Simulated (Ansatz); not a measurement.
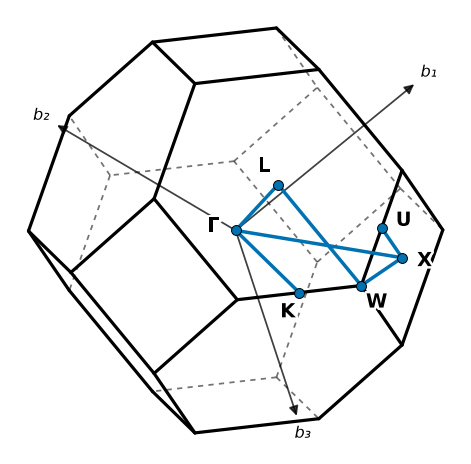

Crystal: MgO, the input geometry of an electronic-structure calculation (not necessarily at equilibrium); the starting structure was generated, so it need not be a known form of this composition. The figure shows the first Brillouin zone with its special points and a band path. All values are computed from the atomic coordinates in the standard setting (tolerance 0.002 Å).

Labels and path follow the convention of Hinuma et al. (2017), as computed by seekpath; the arrows show the directions of the reciprocal primitive vectors b₁, b₂, b₃.

**What lattice type do the shape and the labels point to?**

A face-centred cubic lattice (cF; extended symbol cF2). The zone is a truncated octahedron in its combinatorial type: 14 faces (6 with 4 edges, 8 with 6 edges), 36 edges, 24 vertices.

**In which order does the conventional band path visit the special points?**

Γ–X–U | K–Γ–L–W–X
